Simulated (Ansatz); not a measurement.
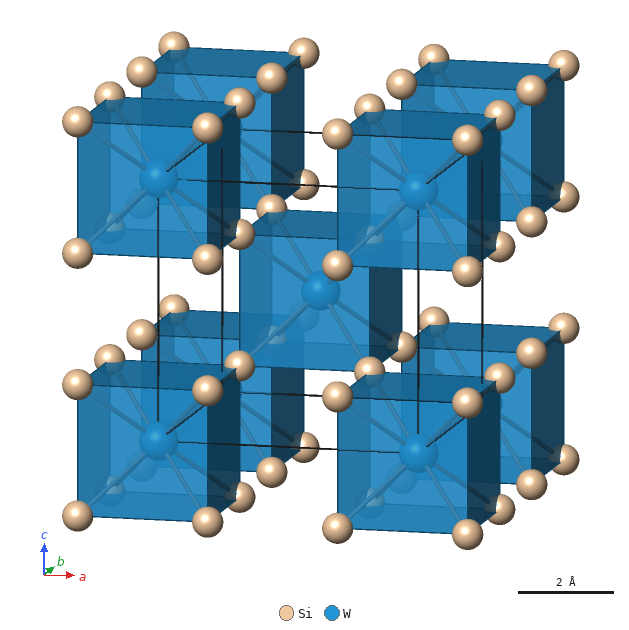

Structure drawing (polyhedral), viewed slightly off an axis. The conventional unit cell is outlined; an atom on or near a face, edge or corner is repeated at each equivalent position. Some neighbours outside the box are added. Cell: a = 5.64 Å, b = 5.64 Å, c = 5.64 Å, α = 90.00°, β = 90.00°, γ = 90.00°.

Starting structure: a random cell made by a generator, so it need not be a real form of the compound. Earlier steps of the study may have refined or changed the cell and positions. Ansatz was used for an electronic-structure calculation on it.

Q: Characterise what is shown.

A: The stoichiometry is Si₄W. The symmetry is that of Im-3m (No. 229), on a body-centred cubic lattice. With Z = 2, the cell contains 8 Si, 2 W. The polyhedra are WSi8 cubes; they share corners. Si bonds to two W in a linear arrangement at about 2.4 Å. Around each W lie eight Si in a cubic arrangement at about 2.4 Å. The bonds build a three-dimensional framework.

Run with DFT PBE, scalar-relativistic, plane waves, PAW in Ansatz 0.2.0 and these settings: E_cut = 420 eV, k-points about 0.16 Å⁻¹ apart, Gaussian smearing of 0.1 eV, no spin polarisation.

Q: What is the electronic character?

A: A metal: bands cross the Fermi level.

Q: What does a Bader analysis give?

A: Si -0.01 e; W +0.05 e.

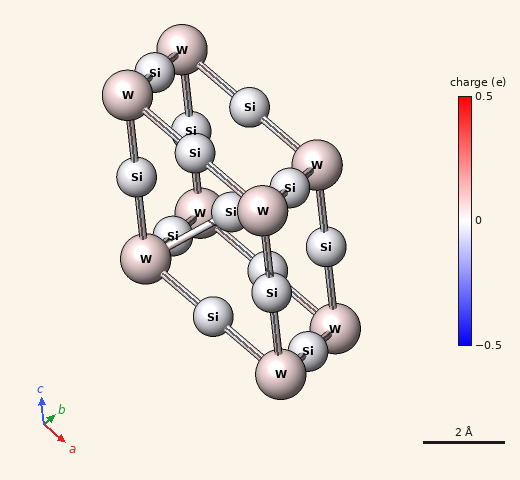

The atoms coloured by those charges. The run's cell of 5 atoms is drawn, so axes and origin can differ from the first picture.

Q: Does this geometry sit at a stationary point of the energy?

A: Yes. All forces vanish to within 0.01 eV/Å. The pressure is 0.0 GPa, close to zero.
